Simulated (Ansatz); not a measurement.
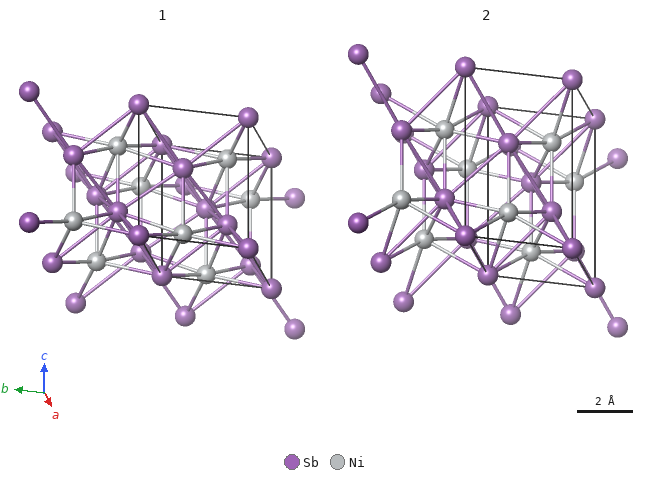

Two geometries of a crystal of Ni₂Sb₃ (a generated structure, set up in P-3m1) (coarse preliminary run), drawn at one scale. One is the start of a relaxation, the other its converged end. A ball-and-stick model of the cell of the calculation, repeated 2 × 2 × 1 with one cell outlined, seen from a free direction.

All numbers below come from DFT PBEsol, scalar-relativistic, plane waves, PAW (Ansatz). Settings: plane-wave cutoff 420 eV; k-point mesh 6 × 6 × 4; occupations gaussian; smearing width 0.1 eV; no spin polarisation; cell and atoms relaxed; force threshold 0.05 eV/Å; at most 60 steps.

Which of the two is the end point?

Structure 2 is the relaxed one. Case: Al → Sb on all its sites, cell and atoms relaxed. The largest moves relative to the cell, 0.63 Å, are those of Ni atoms. Largest moves by element: Ni 0.63 Å, Sb 0.02 Å. The drawn cell changes as follows: a = b 4.236 → 4.140 Å (−2.3 %), c 5.143 → 6.627 Å (+28.9 %); the volume changes by +23.0 %. Among the contacts that change: Ni–Sb 2.560 → 3.905 Å, Ni–Sb 2.558 → 2.873 Å, Sb–Sb 3.044 → 3.324 Å, Sb–Sb 2.880 → 3.121 Å. Bonds break, among them: Ni–Sb (2.56 → 3.90 Å). The space group stays P-3m1 (No. 164). After 13 accepted moves (16 points after the start) the energy has fallen by 401 meV per atom. The largest force component goes from 0.53 to 0.012 eV/Å. The pressure goes from 31.43 to 0.02 GPa. The line search rejected the trial step at point 9 of the run. At 2 points the geometry stayed and the basis and grid were re-selected for the new cell (energy shift of 23.4 meV per atom at most each time).

Limits of the set-up: an element that often carries a moment was run without spin polarisation.
